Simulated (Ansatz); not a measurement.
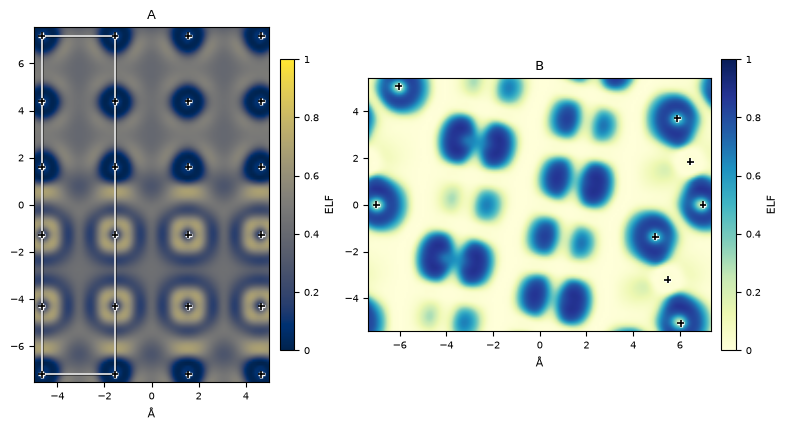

The electron localisation function of 2 systems, each on a plane through atoms (crosses mark nuclei in the plane).

Method: DFT r2SCAN, scalar-relativistic, plane waves, PAW in Ansatz 0.2.0.

System 1: AlO₆, the (111) plane of the conventional cell. Space group P-3m1; a generated structure, not necessarily the stable one; not relaxed (largest force 0.9 eV/Å); computed pressure about −8 GPa in this cell; computed without spin polarisation.

```
Al O
1.0
     2.97873    0.00000    0.00000
    -1.48937    2.57966    0.00000
     0.00000    0.00000   13.66760
Al O
1 6
Direct
  0.00000 0.00000 0.00000
  0.33333 0.66667 0.61707
  0.33333 0.66667 0.70597
  0.66667 0.33333 0.38293
  0.66667 0.33333 0.29403
  0.66667 0.33333 0.93510
  0.33333 0.66667 0.06490
```

System 2: Al₃Ru₂, the (010) plane of the conventional cell. Space group I4/mmm; a generated structure, not necessarily the stable one; computed pressure about −4 GPa in this cell; computed without spin polarisation.

```
Al Ru
1.0
     3.10020    0.00000    0.00000
     0.00000    3.10020    0.00000
     0.00000    0.00000   14.36902
Al Ru
6 4
Direct
  0.00000 0.00000 0.19401
  0.50000 0.50000 0.69401
  0.50000 0.50000 0.30599
  0.00000 0.00000 0.80599
  0.00000 0.00000 0.00000
  0.50000 0.50000 0.50000
  0.50000 0.50000 0.10586
  0.00000 0.00000 0.60586
  0.00000 0.00000 0.39414
  0.50000 0.50000 0.89414
```

**Which map belongs to which system?**

Panel A is system 2, Al₃Ru₂: the plane holds Al and Ru. Panel B is system 1, AlO₆: the plane holds Al and O. Al–O (1.94 Å): the ELF peaks at about 0.85 in the valence shell of O, 0.7 Å from its nucleus, and is about 0.80 at the midpoint.
